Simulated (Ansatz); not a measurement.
Geometry relaxation, with input and output: AlCu₅ (part 2 of 2)

AlCu₅ (P-62m, 6 atoms in the cell); DFT PBE, scalar-relativistic, plane waves, PAW, no spin polarisation (Ansatz 0.2.0); cutoff 420 eV, 12×12×10 k-mesh, Gaussian smearing of 0.1 eV. The structure was made by a generator, so it may or may not be a known phase.

## Output, continued
```
--- Forces (eV/Å), atoms counted from 1 ---
  atom   1  Al    -0.00000000    -0.00000000     0.00000000
  atom   2  Cu     0.00010780     0.00000000     0.00000000
  atom   3  Cu    -0.00005390     0.00009336     0.00000000
  atom   4  Cu    -0.00005390    -0.00009336     0.00000000
  atom   5  Cu     0.00000000    -0.00000000    -0.00000000
  atom   6  Cu     0.00000000     0.00000000    -0.00000000
  max |Σ_I F_I| component: 1.23e-16 eV/Å
--- Stress (GPa, compression-positive) ---
        0.014778       0.000000       0.000000
        0.000000       0.014778       0.000000
        0.000000       0.000000       0.020439
  P = ⅓ Tr σ = 0.0167 GPa (0.167 kbar)
--- Band table (eV; the first three rows and the last of 114) ---
  k-point 0: bands = ["-97.6344", "-97.6287", "-97.4985", "-97.4904", "-97.4904", "-55.0404", "-55.0404", "-55.0078", "-55.0078", "-54.9730", "-54.9462", "-54.8971", "-54.8971", "-54.8856", "-54.8745", "-54.8638", "-54.8638", "-54.8465", "-54.8073", "-54.8073", "5.2143", "10.0645", "10.7273", "10.7273", "11.1299", "11.1299", "11.1414", "11.3707", "11.5013", "11.5013", "11.7296", "11.9545", "12.2051", "12.2051", "12.2432", "12.2432", "12.3770", "12.3857", "12.3857", "12.8499", "12.8499", "12.9498", "12.9498", "13.1821", "13.2603", "13.2603", "13.3182", "16.7219", "16.8356", "16.8356", "17.0951", "17.0951", "17.4741", "18.1062", "23.4024", "23.4024", "23.6456", "23.8693", "23.8693"]
  k-point 1: bands = ["-97.6344", "-97.6287", "-97.4986", "-97.4904", "-97.4904", "-55.0405", "-55.0405", "-55.0079", "-55.0079", "-54.9717", "-54.9468", "-54.8968", "-54.8968", "-54.8875", "-54.8740", "-54.8639", "-54.8639", "-54.8459", "-54.8074", "-54.8074", "5.3000", "9.9610", "10.7422", "10.7422", "11.1497", "11.1646", "11.1646", "11.3656", "11.4996", "11.4996", "11.7207", "11.9484", "12.1197", "12.1197", "12.2924", "12.2924", "12.3519", "12.3775", "12.3775", "12.8334", "12.8334", "12.9893", "12.9925", "12.9925", "13.1911", "13.2281", "13.2281", "16.8165", "16.9298", "16.9298", "17.1107", "17.1107", "18.0705", "18.1560", "22.6405", "22.6405", "22.9859", "23.6725", "23.6725"]
  k-point 2: bands = ["-97.6344", "-97.6287", "-97.4986", "-97.4904", "-97.4904", "-55.0410", "-55.0410", "-55.0080", "-55.0080", "-54.9678", "-54.9484", "-54.8960", "-54.8960", "-54.8922", "-54.8731", "-54.8640", "-54.8640", "-54.8443", "-54.8074", "-54.8074", "5.5543", "9.6010", "10.7886", "10.7886", "11.1712", "11.2501", "11.2501", "11.3505", "11.4977", "11.4977", "11.6984", "11.9337", "12.0092", "12.0092", "12.2161", "12.3009", "12.3009", "12.3582", "12.3582", "12.5299", "12.8263", "12.8263", "13.0695", "13.0695", "13.1476", "13.1476", "13.2138", "17.0550", "17.0921", "17.0921", "17.2624", "17.2624", "18.3033", "19.4770", "21.5924", "21.5924", "21.8956", "22.7979", "22.7979"]
  k-point 113: bands = ["-97.6315", "-97.6315", "-97.4932", "-97.4932", "-97.4931", "-55.0461", "-55.0255", "-55.0255", "-55.0043", "-54.9539", "-54.9539", "-54.8985", "-54.8985", "-54.8971", "-54.8776", "-54.8578", "-54.8578", "-54.8261", "-54.8261", "-54.8104", "8.8254", "9.6144", "9.8858", "9.8858", "10.3108", "10.3108", "11.3580", "11.5454", "11.5454", "11.5817", "11.5839", "11.5839", "12.1830", "12.1830", "12.2874", "12.4567", "12.4567", "12.5752", "12.6079", "12.7607", "12.7607", "13.0382", "13.0980", "13.1065", "13.1065", "13.2386", "13.4939", "13.4939", "13.6033", "13.6132", "13.6132", "21.6453", "21.6453", "22.1428", "22.7434", "22.7434", "23.2902", "26.8765", "27.8262"]
--- Relaxed structure (3 steps of the walk, 3 accepted, 1 SCFs on fresh bases) ---
  F+E_penalty+E_count = -33664.16415506 eV   max|allowed force component| = 1.078e-4 eV/Å   (the final SCF, on the basis selected at the relaxed cell)
  cell:  # Å, volume = 73.9146 Å³
    - [4.489739048086092, 2.6026419533860424e-19, 7.820602154311097e-20]
    - [-2.244869524043046, 3.8882280720055182, -3.9103010771552986e-20]
    - [7.386054222875935e-20, 2.7229511051946458e-33, 4.234063241074494]
  atoms:
    - { symbol: Al, position: [2.5863004805161695e-20, -4.649798264626072e-21, 0.5] }
    - { symbol: Cu, position: [0.6658680073396424, -4.2481529037825013e-20, 6.620384183831123e-35] }
    - { symbol: Cu, position: [1.0116549200527202e-40, 0.6658680073396424, 6.394689268473244e-35] }
    - { symbol: Cu, position: [0.33413199266035765, 0.33413199266035754, -5.830451980078546e-35] }
    - { symbol: Cu, position: [0.3333333333333333, 0.6666666666666667, 0.5] }
    - { symbol: Cu, position: [0.6666666666666667, 0.3333333333333333, 0.5] }
```

## Trajectory as extended XYZ (Å, eV, eV/Å), 4 frames, from step=1 to step=4
```
6
Lattice="4.4874 0.0000 0.0000 -2.2437 3.8862 0.0000 0.0000 0.0000 4.2381" Properties=species:S:1:pos:R:3:forces:R:3 step=1 energy=-33664.16402 pressure_GPa=0.04
Al    0.0000    0.0000    2.1190    0.0000   0.0000   0.0000
Cu    2.9907    0.0000    0.0000   -0.0214   0.0000   0.0000
Cu   -1.4953    2.5900    0.0000    0.0107  -0.0186   0.0000
Cu    0.7484    1.2962    0.0000    0.0107   0.0186   0.0000
Cu    0.0000    2.5908    2.1190    0.0000   0.0000   0.0000
Cu    2.2437    1.2954    2.1190    0.0000   0.0000   0.0000
6
Lattice="4.4885 0.0000 0.0000 -2.2442 3.8871 0.0000 0.0000 0.0000 4.2367" Properties=species:S:1:pos:R:3:forces:R:3 step=2 energy=-33664.16410 pressure_GPa=0.01
Al    0.0000    0.0000    2.1184    0.0000   0.0000   0.0000
Cu    2.9905    0.0000    0.0000   -0.0142   0.0000   0.0000
Cu   -1.4952    2.5898    0.0000    0.0071  -0.0123   0.0000
Cu    0.7490    1.2973    0.0000    0.0071   0.0123   0.0000
Cu    0.0000    2.5914    2.1184    0.0000   0.0000   0.0000
Cu    2.2442    1.2957    2.1184    0.0000   0.0000   0.0000
6
Lattice="4.4897 0.0000 0.0000 -2.2449 3.8882 0.0000 0.0000 0.0000 4.2341" Properties=species:S:1:pos:R:3:forces:R:3 step=3 energy=-33664.16415 pressure_GPa=0.02
Al    0.0000    0.0000    2.1170    0.0000   0.0000   0.0000
Cu    2.9896    0.0000    0.0000    0.0001   0.0000   0.0000
Cu   -1.4948    2.5890    0.0000    0.0000   0.0001   0.0000
Cu    0.7501    1.2992    0.0000    0.0000  -0.0001   0.0000
Cu    0.0000    2.5922    2.1170    0.0000   0.0000   0.0000
Cu    2.2449    1.2961    2.1170    0.0000   0.0000   0.0000
6
Lattice="4.4897 0.0000 0.0000 -2.2449 3.8882 0.0000 0.0000 0.0000 4.2341" Properties=species:S:1:pos:R:3:forces:R:3 step=4 energy=-33664.16415 pressure_GPa=0.02
Al    0.0000    0.0000    2.1170    0.0000   0.0000   0.0000
Cu    2.9896    0.0000    0.0000    0.0001   0.0000   0.0000
Cu   -1.4948    2.5890    0.0000   -0.0001   0.0001   0.0000
Cu    0.7501    1.2992    0.0000   -0.0001  -0.0001   0.0000
Cu    0.0000    2.5922    2.1170    0.0000   0.0000   0.0000
Cu    2.2449    1.2961    2.1170    0.0000   0.0000   0.0000
```

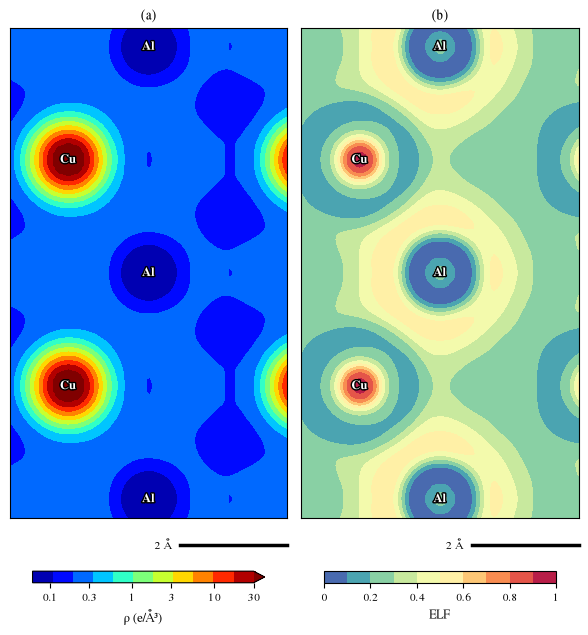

**Figure 1.** (a) valence pseudo-density; (b) electron localisation function on the (010) plane of the conventional cell. Al–Cu (2.59 Å): ρ is about 0.26 e/Å³ halfway; the ELF is about 0.40 at the midpoint, as expected for nearly free electrons, as in a simple metal. Away from the nuclei the density in this plane falls to 0.15 e/Å³ at its lowest. The strong features right at Cu lie inside the PAW spheres (semicore, d or f shells) and say nothing about bonding. Core electrons are frozen (PAW), so the fields are smoothed inside the atomic spheres.

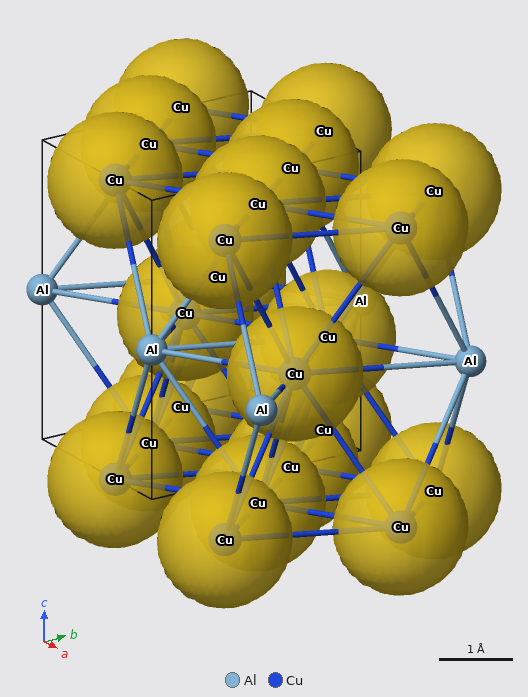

**Figure 2.** Isosurface of the valence electron density at 0.5 e/Å³ (yellow), seen slightly off an axis. Sticks mark near contacts. The outline is the cell set on symmetry axes. At this value the density breaks into separate islands; it holds about 85 % of the electrons treated as valence (semicore included). It is pinched off along the Cu–Cu (2.59 Å) and Al–Cu (2.59 Å) contacts. On the grid the lowest density along these lines, outside the cores, is 0.24 e/Å³ (Cu–Cu, 2.59 Å) and 0.23 e/Å³ (Al–Cu, 2.59 Å).

This output came from the following input.

## Input
```yaml
crystal:
  lattice:
    - [4.4873947966, 0.0, 0.0]
    - [-2.2436973983, 3.8861978907, 0.0]
    - [0.0, 0.0, 4.2380549008]
  atoms:
    - { symbol: Al, position: [0.0, 0.0, 0.5] }
    - { symbol: Cu, position: [0.6664582174, 0.0, 0.0] }
    - { symbol: Cu, position: [0.0, 0.6664582174, 0.0] }
    - { symbol: Cu, position: [0.3335417826, 0.3335417826, 0.0] }
    - { symbol: Cu, position: [0.3333333333, 0.6666666667, 0.5] }
    - { symbol: Cu, position: [0.6666666667, 0.3333333333, 0.5] }
basis:
  ecutwfc: 420
kpoints:
  mp_grid: { grid: [12, 12, 10] }
hamiltonian:
  xc: pbe
scf:
  occupations: { method: gaussian, width: 0.1 }
output:
  forces: true
  stress: true
  eigenvalues: true
  write_density: true
  write_potential: true
  elf: true
  volumetric_format: npy
relax:
  adjacent_minimum: "off"
  f_tol: 0.01
  max_steps: 80
  cell: { stress_tol: 0.05 }
```

Run as:
```bash
ansatz run input.yaml --threads 1 --pin off --max-ram 2560MiB --backend cpu --events-out ev --progress --plain --runs-dir out
```

## Results in brief

```csv
quantity,value
outcome,converged
space group (tolerance 0.01 Å),P-62m (189)
electrons treated,98
free energy,−33664.1642 eV
Fermi energy,15.318 eV
gap on the k-point mesh,none (metallic)
pressure,0.02 GPa
final volume,73.91 Å³
largest force (length of the vector) at the end,under 0.001 eV/Å
final cell,"a = 4.490 Å, b = 4.490 Å, c = 4.234 Å, α = 90.00°, β = 90.00°, γ = 120.00°"
hardware,"1 thread of Intel Xeon @ 2.50GHz (Skylake/Cascade Lake), 189 GiB of memory available, shared host"
wall time,7.1 min
peak memory,0.64 GiB
```
